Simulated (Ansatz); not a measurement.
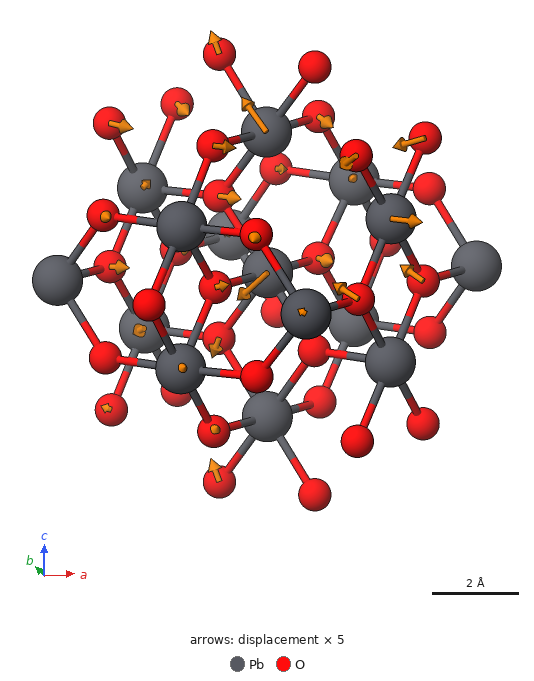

This is a relaxation of a defect cell of composition Pb24O47. The starting structure is drawn; orange arrows show the displacements, magnified 5 times.

Style: ball-and-stick. Shown: the atoms within 5.8 Å of the atom that moves most (axes of the cell of the calculation (origin shifted)), slightly off an axis.

These are results of Ansatz 0.2.0, DFT, PBEsol, PAW, plane waves, not measurements. Settings: plane-wave cutoff 420 eV; k-point mesh 1 × 1 × 1; mesh shifted by (0.25, 0.25, 0.25); no spin polarisation; atoms relaxed in a fixed cell; force threshold 0.03 eV/Å; at most 80 steps.

**What happened in the run?**

After 5 geometry steps the energy has fallen by 1.444 eV per cell of the calculation. Largest force component: 1.5 eV/Å at the start, 0.0052 eV/Å at the end. The atom that moves furthest is a Pb atom (0.23 Å along [−1 1 −1]). Largest moves by element: Pb 0.23 Å, O 0.18 Å. The cell stays as it was. Some distances before and after: O–Pb 2.146 → 2.272 Å, O–Pb 2.212 → 2.088 Å, O–Pb 2.297 → 2.178 Å, O–Pb 2.186 → 2.088 Å. Among the angles between lasting bonds that change: Pb–O–Pb 100.9° → 119.0°, O–Pb–O 178.5° → 164.8°, O–Pb–O 178.1° → 164.8°. Cost: 8.7 s on 1 × NVIDIA GB300 Max-Q with 8 threads of Arm Neoverse-V2, peak memory 1.8 GiB.
